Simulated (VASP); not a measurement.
Consider SnSe.

```
Sn Se
1.0
     3.00211    0.00000   -3.00211
    -3.00211    3.00211    0.00000
     6.23599    6.23599    6.23599
Sn Se
3 3
Direct
  0.00000 0.00000 0.00000
  0.66667 0.33333 0.33333
  0.33333 0.66667 0.66667
  0.33333 0.66667 0.16667
  0.00000 0.00000 0.50000
  0.66667 0.33333 0.83333
```

Space group R-3m; started from the rocksalt prototype, which need not be the ambient phase; changed on purpose from its base cell (shear 111 strain +3.9%).

Theory: DFT, PBE, plane waves, PAW in VASP.

What can the converged valence pseudo-density and electron localisation function tell about the bonding?

Sn–Se (3.04 Å): ρ is about 0.22 e/Å³ halfway; the ELF is about 0.40 at the midpoint.

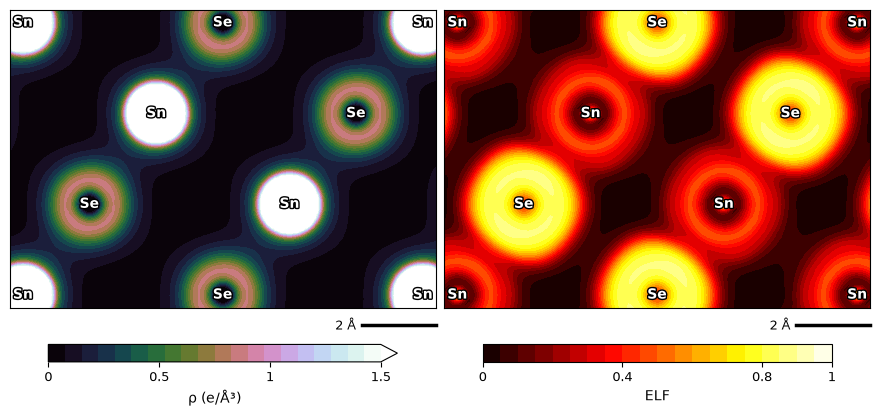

Computed valence pseudo-density and electron localisation function on the (110) plane of the conventional cell, in this order. 
